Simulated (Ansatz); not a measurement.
# What a change does: single-point calculation on SnO

System: SnO (Pm, 8 atoms in the cell).
Method of the first run: DFT r2SCAN, scalar-relativistic, plane waves, PAW, no spin polarisation (Ansatz 0.2.0).

The structure derives from a Materials Project entry. Text and figures count atoms from 1; the logs count them from 0 in places.

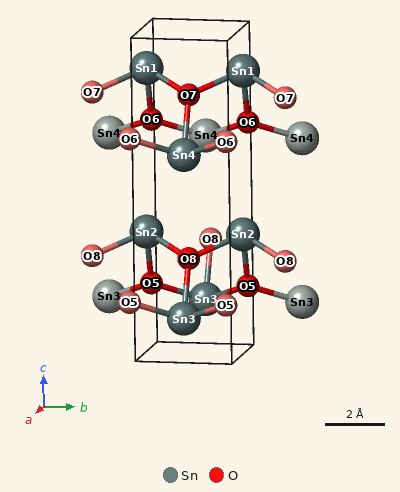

**Figure 1.** The structure as given in the input (ball-and-stick view of the cell of the calculation, seen slightly off an axis; neighbours outside the cell are drawn fainter; atoms are numbered from 1 in the order of the input).

## Input file, the first run
```yaml
crystal:
  lattice:
    - [0.0, 0.0, -4.22197]
    - [-3.355005, 0.0, 0.0]
    - [0.0, 11.348208, -0.844394]
  atoms:
    - { symbol: Sn, position: [0.3136651, 0.0, 0.8659545] }
    - { symbol: Sn, position: [0.4136651, 0.0, 0.3659545] }
    - { symbol: Sn, position: [0.9600469, 0.5, 0.1340455] }
    - { symbol: Sn, position: [0.8600469, 0.5, 0.6340455] }
    - { symbol: O, position: [0.224018, 0.0, 0.195625] }
    - { symbol: O, position: [0.124018, 0.0, 0.695625] }
    - { symbol: O, position: [0.602268, 0.5, 0.804375] }
    - { symbol: O, position: [0.702268, 0.5, 0.304375] }
basis:
  ecutwfc: 500
kpoints:
  mp_grid: { grid: [6, 8, 3] }
hamiltonian:
  xc: r2scan
scf:
  occupations: { method: gaussian, width: 0.05 }
output:
  forces: true
  stress: true
  eigenvalues: true
```

Command:
```bash
ansatz run input.yaml --threads 2 --pin off --max-ram 5120MiB --backend cpu --events-out ev --progress --plain --runs-dir out
```

Hardware: 2 threads of Oxide Virtual Turin-like (Zen 5), 32 GiB of memory available, shared host.

## Output, shortened to warnings, some set-up lines, iterations and results (the first run)
```
Basis set: ecut = 500 eV, 4107 PW (Γ), exchange–correlation on 128×100×360 points (64 copies of the dense FFT grid, shifted against one another)
Symmetry: 2 space group operations
k-points: 50 of 144 (time reversal used)
Initial density: superposition of atomic densities (neutral atoms: chi_scale 0, normalization atom), corrected by the library's trained network
[...]
SCF iter   1: F=—  HF=-26428.483211 eV  |F-HF|=—  |Δ(HF+E_count)|=         —  Δρ=7.11e-3  dr2=7.36e-2  dr2_τ=1.98e-1  ethr=1.77e-3  ⟨swp⟩=6.4  Hψ=9536  notcnv=0  defer=3
SCF iter   2: F=—  HF=-26428.596768 eV  |F-HF|=—  |Δ(HF+E_count)|=   1.14e-1  Δρ=4.24e-3  dr2=2.00e-2  dr2_τ=1.14e-3  ethr=9.20e-5  ⟨swp⟩=2.1  Hψ=4038  notcnv=0  defer=165
SCF iter   3: F=—  HF=-26428.597513 eV  |F-HF|=—  |Δ(HF+E_count)|=   7.45e-4  Δρ=1.07e-3  dr2=1.78e-3  dr2_τ=2.72e-4  ethr=2.49e-5  ⟨swp⟩=2.0  Hψ=3345  notcnv=0  defer=115
SCF iter   4: F=—  HF=-26428.597610 eV  |F-HF|=—  |Δ(HF+E_count)|=   9.64e-5  Δρ=6.66e-4  dr2=6.41e-4  dr2_τ=8.64e-5  ethr=2.22e-6  ⟨swp⟩=2.0  Hψ=3217  notcnv=0  defer=115
SCF iter   5: F=—  HF=-26428.597530 eV  |F-HF|=—  |Δ(HF+E_count)|=   7.99e-5  Δρ=1.54e-4  dr2=3.42e-5  dr2_τ=2.18e-6  ethr=8.01e-7  ⟨swp⟩=2.0  Hψ=3038  notcnv=0  defer=115
SCF iter   6: F=—  HF=-26428.597506 eV  |F-HF|=—  |Δ(HF+E_count)|=   2.35e-5  Δρ=8.76e-5  dr2=1.26e-5  dr2_τ=1.09e-6  ethr=4.28e-8  ⟨swp⟩=2.0  Hψ=3035  notcnv=0  defer=115
SCF iter   7: F=—  HF=-26428.597505 eV  |F-HF|=—  |Δ(HF+E_count)|=   1.21e-6  Δρ=1.30e-5  dr2=2.96e-7  dr2_τ=3.61e-8  ethr=1.57e-8  ⟨swp⟩=2.0  Hψ=3211  notcnv=0  defer=115
SCF iter   8: F=-26428.597505 eV  HF=-26428.597505 eV  |F-HF|=4.25e-8  |Δ(HF+E_count)|=   2.05e-7  Δρ=4.94e-6  dr2=3.48e-8  dr2_τ=1.51e-9  ethr=1.25e-10  ⟨swp⟩=11.0  Hψ=10623 …
SCF 1 converged in 8 iterations: F = -26428.597505 eV  dr2 = 3.48e-8
SCF converged after 8 iterations
Free energy (F): -26428.597505 eV
Harris-Foulkes:  -26428.597505 eV  (|F-HF|=4.25e-8)
Internal energy: -26428.597505 eV  (E = F + TS)
E sigma→0 (E₀):  -26428.597505 eV
Fermi energy:    7.957445 eV
--- Per-component energies (eV) ---
  E_band       = -566.760301
  E_kinetic    = 1444.176089
  E_local      = -6066.109675  (includes V_loc(G=0)·N_el)
  E_nonlocal   = 59.220744
  E_hartree    = 3189.656996
  E_xc         = -1790.975893
  E_vxc        = -837.838698  (∫ρ·V_xc dr)
  E_paw        = -17274.747201  (= ΣΔE_a)
  E_vpaw       = -1599.148029  (= ΣTr[D̂ρ^β])
  E_aug_tail   = 0.003993  (compensation charges beyond the density's cutoff)
  E_vtau       = 53.619680  (kinetic-family band-sum trace: ∫τ·v_τ [+ j·A + Jᵃ·Aᵃ] dr)
  E_ewald      = -5992.636074
  E_core_change = 2.813516  (= ΣΔE_core)
  E_smearing   = -0.000000  (= −TS)
  E_closure    = -0.000000  (closes the sum)
  Σ components = -26428.597505   (vs F -26428.597505, Δ=0.00e0)
--- Forces (eV/Å), atoms counted from 1 ---
  atom   1  Sn     0.00000000    -0.81292585    -0.33942084
  atom   2  Sn     0.00000000    -0.62280209    -0.21741448
  atom   3  Sn     0.00000000     0.65897175     0.00342939
  atom   4  Sn     0.00000000     0.57626843    -0.18347628
  atom   5  O      0.00000000     0.16831628     0.18094319
  atom   6  O      0.00000000     0.25095608     0.18873627
  atom   7  O      0.00000000    -0.13796943     0.15046833
  atom   8  O      0.00000000    -0.08082168     0.21684020
  max |Σ_I F_I| component: 1.06e-4 eV/Å
--- Stress (GPa, compression-positive) ---
       -3.602382       0.000000       0.000000
        0.000000      -2.076007       0.581946
        0.000000       0.581946      -2.510592
  P = ⅓ Tr σ = -2.7297 GPa (-27.297 kbar)
```

The input of the second run differs as follows (lines with − go, lines with + come):
```diff
-    - [0.0, 11.348208, -0.844394]
+    - [0.0, 11.348208, -0.422197]
-    - { symbol: Sn, position: [0.3136651, 0.0, 0.8659545] }
-    - { symbol: Sn, position: [0.4136651, 0.0, 0.3659545] }
-    - { symbol: Sn, position: [0.9600469, 0.5, 0.1340455] }
-    - { symbol: Sn, position: [0.8600469, 0.5, 0.6340455] }
-    - { symbol: O, position: [0.224018, 0.0, 0.195625] }
-    - { symbol: O, position: [0.124018, 0.0, 0.695625] }
-    - { symbol: O, position: [0.602268, 0.5, 0.804375] }
-    - { symbol: O, position: [0.702268, 0.5, 0.304375] }
+    - { symbol: Sn, position: [0.40026055, 0.0, 0.8659545] }
+    - { symbol: Sn, position: [0.45026055, 0.0, 0.3659545] }
+    - { symbol: Sn, position: [0.97345145, 0.5, 0.1340455] }
+    - { symbol: Sn, position: [0.92345145, 0.5, 0.6340455] }
+    - { symbol: O, position: [0.2435805, 0.0, 0.195625] }
+    - { symbol: O, position: [0.1935805, 0.0, 0.695625] }
+    - { symbol: O, position: [0.6827055, 0.5, 0.804375] }
+    - { symbol: O, position: [0.7327055, 0.5, 0.304375] }
```

What does this change do to the results?

With the same functional and potentials, the second run lies 7.6 meV per atom lower. The gap on the mesh goes from 1.59 to 1.68 eV. The pressure goes from −2.73 to −2.97 GPa. The largest force goes from 0.881 to 0.741 eV/Å. The number of SCF iterations is the same. The plane waves at Γ go from 4107 to 4069.

## Output, shortened to warnings, some set-up lines, iterations and results (the second run)
```
Basis set: ecut = 500 eV, 4069 PW (Γ), exchange–correlation on 128×100×360 points (64 copies of the dense FFT grid, shifted against one another)
Symmetry: 2 space group operations
k-points: 50 of 144 (time reversal used)
Initial density: superposition of atomic densities (neutral atoms: chi_scale 0, normalization atom), corrected by the library's trained network
[...]
SCF iter   1: F=—  HF=-26428.545390 eV  |F-HF|=—  |Δ(HF+E_count)|=         —  Δρ=7.09e-3  dr2=7.27e-2  dr2_τ=1.99e-1  ethr=1.77e-3  ⟨swp⟩=6.3  Hψ=9568  notcnv=0  defer=2
SCF iter   2: F=—  HF=-26428.657699 eV  |F-HF|=—  |Δ(HF+E_count)|=   1.12e-1  Δρ=4.23e-3  dr2=1.98e-2  dr2_τ=1.13e-3  ethr=9.09e-5  ⟨swp⟩=2.0  Hψ=4024  notcnv=0  defer=178
SCF iter   3: F=—  HF=-26428.658151 eV  |F-HF|=—  |Δ(HF+E_count)|=   4.51e-4  Δρ=8.25e-4  dr2=1.07e-3  dr2_τ=1.91e-4  ethr=2.47e-5  ⟨swp⟩=2.5  Hψ=4131  notcnv=0  defer=78
SCF iter   4: F=—  HF=-26428.658290 eV  |F-HF|=—  |Δ(HF+E_count)|=   1.40e-4  Δρ=4.61e-4  dr2=3.16e-4  dr2_τ=3.42e-5  ethr=1.34e-6  ⟨swp⟩=2.1  Hψ=3410  notcnv=0  defer=78
SCF iter   5: F=—  HF=-26428.658265 eV  |F-HF|=—  |Δ(HF+E_count)|=   2.48e-5  Δρ=1.23e-4  dr2=2.13e-5  dr2_τ=2.53e-6  ethr=3.95e-7  ⟨swp⟩=2.0  Hψ=3187  notcnv=0  defer=78
SCF iter   6: F=—  HF=-26428.658234 eV  |F-HF|=—  |Δ(HF+E_count)|=   3.14e-5  Δρ=8.20e-5  dr2=1.09e-5  dr2_τ=1.04e-6  ethr=2.67e-8  ⟨swp⟩=2.0  Hψ=3222  notcnv=0  defer=78
SCF iter   7: F=—  HF=-26428.658233 eV  |F-HF|=—  |Δ(HF+E_count)|=   8.76e-7  Δρ=1.24e-5  dr2=2.56e-7  dr2_τ=3.24e-8  ethr=1.36e-8  ⟨swp⟩=2.0  Hψ=3190  notcnv=0  defer=78
SCF iter   8: F=-26428.658233 eV  HF=-26428.658233 eV  |F-HF|=4.17e-8  |Δ(HF+E_count)|=   2.34e-7  Δρ=4.69e-6  dr2=2.93e-8  dr2_τ=1.19e-9  ethr=1.25e-10  ⟨swp⟩=10.2  Hψ=9822  …
SCF 1 converged in 8 iterations: F = -26428.658233 eV  dr2 = 2.93e-8
SCF converged after 8 iterations
Free energy (F): -26428.658233 eV
Harris-Foulkes:  -26428.658233 eV  (|F-HF|=4.17e-8)
Internal energy: -26428.658233 eV  (E = F + TS)
E sigma→0 (E₀):  -26428.658233 eV
Fermi energy:    7.930250 eV
--- Per-component energies (eV) ---
  E_band       = -566.955398
  E_kinetic    = 1443.891413
  E_local      = -6050.404878  (includes V_loc(G=0)·N_el)
  E_nonlocal   = 59.215015
  E_hartree    = 3181.815813
  E_xc         = -1790.819124
  E_vxc        = -837.597080  (∫ρ·V_xc dr)
  E_paw        = -17274.837076  (= ΣΔE_a)
  E_vpaw       = -1599.293435  (= ΣTr[D̂ρ^β])
  E_aug_tail   = 0.003998  (compensation charges beyond the density's cutoff)
  E_vtau       = 53.595198  (kinetic-family band-sum trace: ∫τ·v_τ [+ j·A + Jᵃ·Aᵃ] dr)
  E_ewald      = -6000.336909
  E_core_change = 2.813516  (= ΣΔE_core)
  E_smearing   = -0.000000  (= −TS)
  E_closure    = 0.000000  (closes the sum)
  Σ components = -26428.658233   (vs F -26428.658233, Δ=0.00e0)
--- Forces (eV/Å), atoms counted from 1 ---
  atom   1  Sn     0.00000000    -0.68597356    -0.28117370
  atom   2  Sn     0.00000000    -0.61983804    -0.20688148
  atom   3  Sn     0.00000000     0.58970533    -0.09773882
  atom   4  Sn     0.00000000     0.58931602    -0.19009696
  atom   5  O      0.00000000     0.19742872     0.19339802
  atom   6  O      0.00000000     0.23245689     0.19111610
  atom   7  O      0.00000000    -0.16601089     0.18439476
  atom   8  O      0.00000000    -0.13707931     0.20702428
  max |Σ_I F_I| component: 4.22e-5 eV/Å
--- Stress (GPa, compression-positive) ---
       -3.893685       0.000000       0.000000
        0.000000      -2.411510       0.303093
        0.000000       0.303093      -2.606431
  P = ⅓ Tr σ = -2.9705 GPa (-29.705 kbar)
```

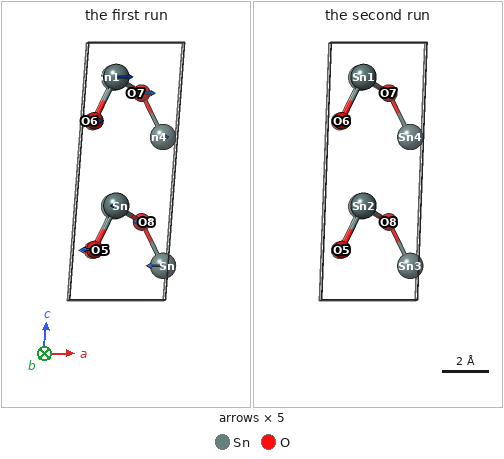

**Figure 2.** The two input geometries at one scale (ball-and-stick view of the cell of the calculation, seen at an oblique angle). The blue arrows on the first give the shifts of the atoms relative to the cell, with their mean removed, magnified 5 times. The largest moves relative to the cell, 0.15 Å, are those of Sn1 and Sn3. By element the largest moves are Sn 0.15 Å, O 0.13 Å. (The mean shift of all atoms is removed.) The drawn cell changes at constant volume: a stays at 4.222 Å, b stays at 3.355 Å, c 11.380 → 11.356 Å (−0.2 %), β 85.7° → 87.9°.

## The two runs side by side

```csv
quantity,the first run,the second run
outcome,converged,converged
free energy per atom (eV),−3303.5747,−3303.5823
gap on the mesh (eV),1.59,1.68
pressure (GPa),−2.73,−2.97
largest force (eV/Å),0.881,0.741
SCF iterations,8,8
irreducible k-points,50,50
plane waves at Γ,4107,4069
wall time (shared host),30 s,31 s
```
